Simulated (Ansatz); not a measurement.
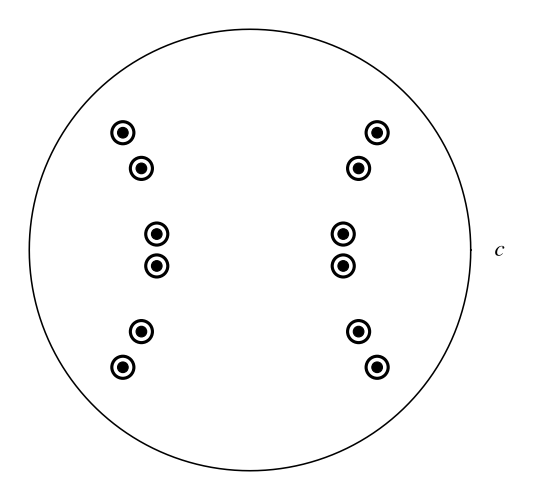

Stereographic projection: filled dots lie in the upper hemisphere, open rings in the lower. The a axis points at the viewer. The poles are all faces of one general form. Computed from the symmetry operations of a computed or model structure of composition Pt, which need not be its known form.

> Which point group is this?

6/mmm (D6h), order 24, hexagonal system: one sixfold axis, six twofold axes, seven mirror planes, an inversion centre.

> Can such a crystal be piezoelectric, pyroelectric or chiral?

It is centrosymmetric, so neither piezoelectric nor pyroelectric; it is not chiral.
